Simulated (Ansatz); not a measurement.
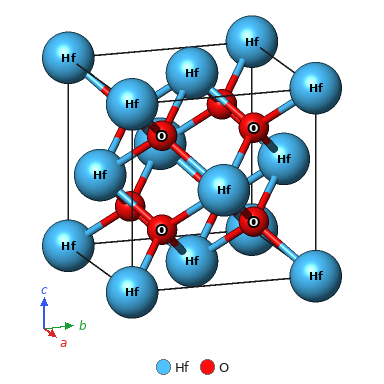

System: HfO₂, space group Fm-3m (No. 225). The picture shows the conventional cell.

The given structure:
```
Hf O
1.0
     0.00000    2.49529    2.49529
     2.49529    0.00000    2.49529
     2.49529    2.49529    0.00000
Hf O
1 2
Direct
  0.00000 0.00000 0.00000
  0.25000 0.25000 0.25000
  0.75000 0.75000 0.75000
```

Computed with Ansatz 0.2.0: optical phonons of an insulator on the approach to the zone centre along x, y and z with the field of polar modes, imaginary frequencies are negative, field response on a mesh refined by the program; plane waves with PAW datasets. Level: PBEsol, no spin polarisation.

- wave cutoff: 420 eV
- k mesh: 8×8×8
- occupations: fixed
- pressure: 9 GPa

Predict the polar optical modes, transverse and longitudinal, approaching the zone centre along x.

The transverse (TO, twofold) lines lie at 268.1 and the longitudinal (LO) ones at 640.3 cm⁻¹, the same along x, y and z by the cubic symmetry.

| at | frequency (cm⁻¹) | degeneracy | dipole strength ((D/Å)²/amu) |
| --- | --- | --- | --- |
| x | 268.1 | 2 | 52.9 |
| x | 608.3 | 3 | 0 |
| x | 640.3 | 1 | 26.4 |

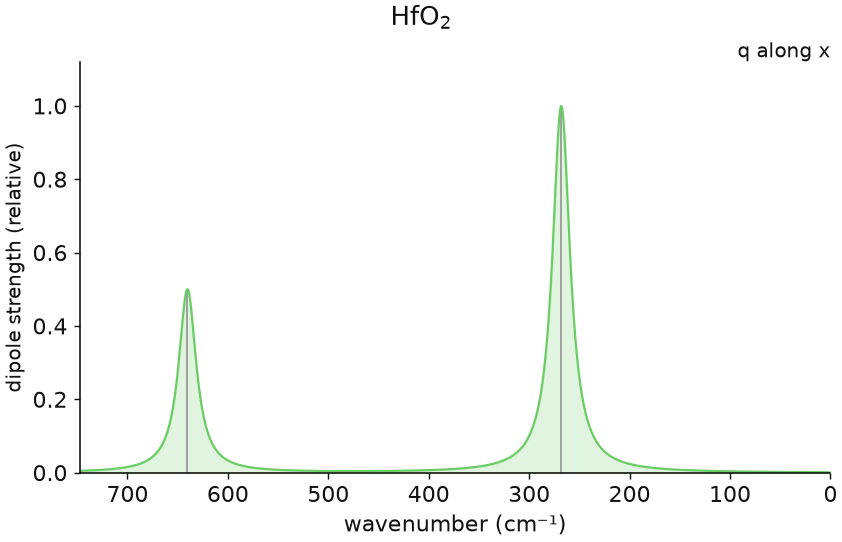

Lines are broadened by Lorentzians of 21 cm⁻¹ full width; the spectrum is scaled to its strongest line.
